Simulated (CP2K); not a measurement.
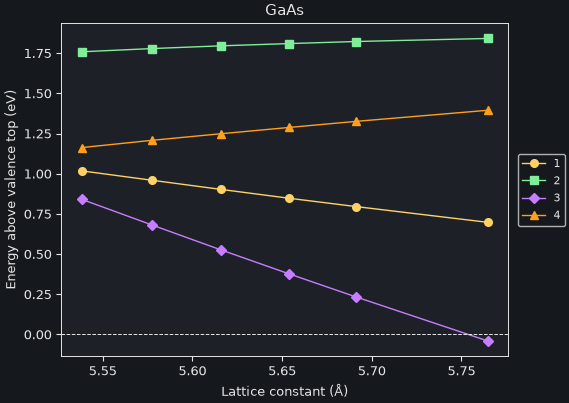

Lowest conduction level at each named k point, counted from the valence-band top at Γ. A negative value at Γ means that the s-like level, then filled, lies under the p-like triplet: the bands are inverted and there is no gap. The curves are numbered.

System: zincblende GaAs, space group F-43m (No. 216), 2 atoms in the primitive cell. The cell is scaled uniformly. Level of theory: PBEsol, POTENTIAL_UZH As GTH-PBE-q5, Ga GTH-PBE-q13; TZVP-MOLOPT-PBE-GTH basis, no spin polarisation, no spin-orbit coupling, 8×8×8 k mesh; code CP2K 2026.2.

**Which curve belongs to which k point: K, L, X and Γ?**

1 is L; 2 is K; 3 is Γ; 4 is X. Γ falls by 0.88 eV, L falls by 0.32 eV, X rises by 0.24 eV and K rises by 0.08 eV.

**Which of these conduction levels is lowest, and does that change?**

The lowest is the one at Γ, over the whole range.

The potentials were made for another functional. The basis of atomic orbitals isn't converged, which shifts gaps and empty levels. Spin-orbit coupling is left out, which matters for As. LDA, GGA and most meta-GGA functionals understate gaps. Measured GaAs has a positive gap at its own volume; this functional understates it.
